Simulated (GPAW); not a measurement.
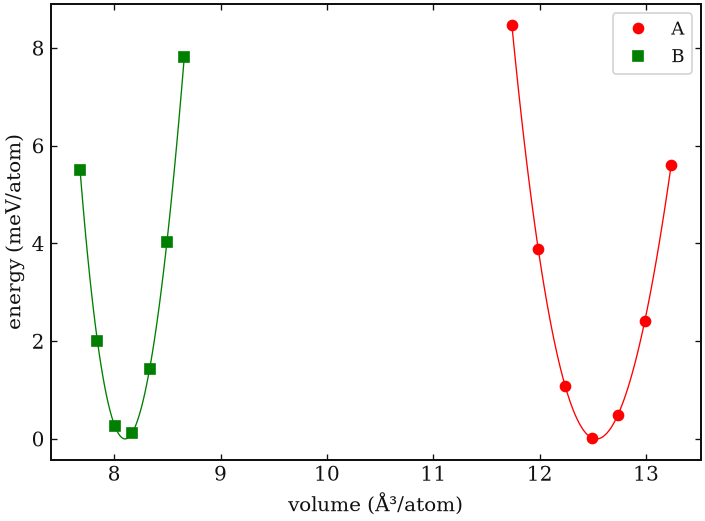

The figure compares two calculations of the energy against volume, each curve from its own zero. The first is for LiF, space group Fm-3m (No. 225).

The cell holds 2 atoms.

How it was computed, with GPAW 26.7.0: PAW DFT in plane waves, on a grid or in atomic orbitals, no spin polarisation; energies at scaled volumes of the given cell, shape and fractions fixed, counted from the fit's minimum, third-order Birch-Murnaghan fit. Level: PBEsol.

k mesh 11×11×11; occupations Fermi–Dirac; smearing width 0.05 eV; potentials PAW data sets made by gpaw setup for the functional; wave cutoff 800 eV; program settings basis pw.

In the second, Li is replaced by Na on all its sites, which gives NaF in the same structure. The second calculation uses k mesh 10×10×10.

> Which of A and B is the second calculation, and what did the change do?

A. The equilibrium volume rises from 8.10 to 12.53 Å³/atom (+55 %) and the bulk modulus falls from 73.1 to 49.2 GPa (−33 %).

For both, limits of the calculation: the fit and the printed pressures don't fully agree, or the minimum lies near the end of the range.

V0 and the bulk modulus come from third-order Birch–Murnaghan fits.
